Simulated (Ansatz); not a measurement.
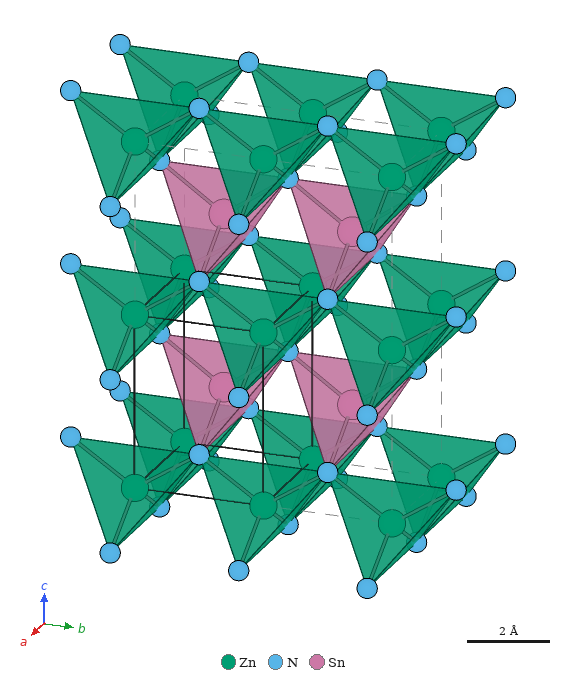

Structure drawing (polyhedral), viewed from a general direction. The picture spans 1×2×2 cells, one simulation cell being drawn with solid lines. Some atoms of the next cells are drawn as well.

Input file:
```yaml
crystal:
  lattice:
    - [3.3820201418, 0.0, 0.0]
    - [0.0, 3.3820201418, 0.0]
    - [0.0, 0.0, 4.556771448]
  atoms:
    - { symbol: Zn, position: [0.0, 0.0, 0.0] }
    - { symbol: "N", position: [0.0, 0.5, 0.2427613364] }
    - { symbol: Sn, position: [0.5, 0.5, 0.5] }
    - { symbol: "N", position: [0.5, 0.0, 0.7572386636] }
kpoints:
  mp_grid: { grid: [8, 8, 6] }
  band_path:
    path:
      - [0.0, 0.0, 0.0]
      - [0.0, 0.5, 0.0]
      - [0.5, 0.5, 0.0]
      - [0.0, 0.0, 0.5]
      - [0.0, 0.5, 0.5]
      - [0.5, 0.5, 0.5]
    npoints: 1
hamiltonian:
  xc: r2scan
scf:
  occupations: { method: fermi_dirac, width: 0.02 }
  n_extra_bands: 5
output:
  forces: true
  stress: true
  eigenvalues: true
```

Computational set-up: DFT, r2SCAN, plane waves, PAW in Ansatz 0.2.0, a 500 eV plane-wave basis, an 8×8×6 mesh of k-points, Fermi-Dirac smearing of 0.02 eV, no spin polarisation.

### Classify it as metallic or gapped, with the value.

A semiconductor at this level, with a gap of 0.32 eV, direct.

### Under what pressure is the structure?

The computed pressure is 4.8 GPa (compressed: it would expand). The stress isn't hydrostatic: its largest component is 5.9 GPa.

Provenance: a structure type filled with these elements by a generator (whether the compound takes this form wasn't checked). The cell was then strained or its atoms displaced on purpose. Ansatz was used for an electronic-structure calculation on it.

At this level of theory the cell isn't at rest (compressed, at 5 GPa), so its distances can differ from those at equilibrium, the more so the softer the solid.
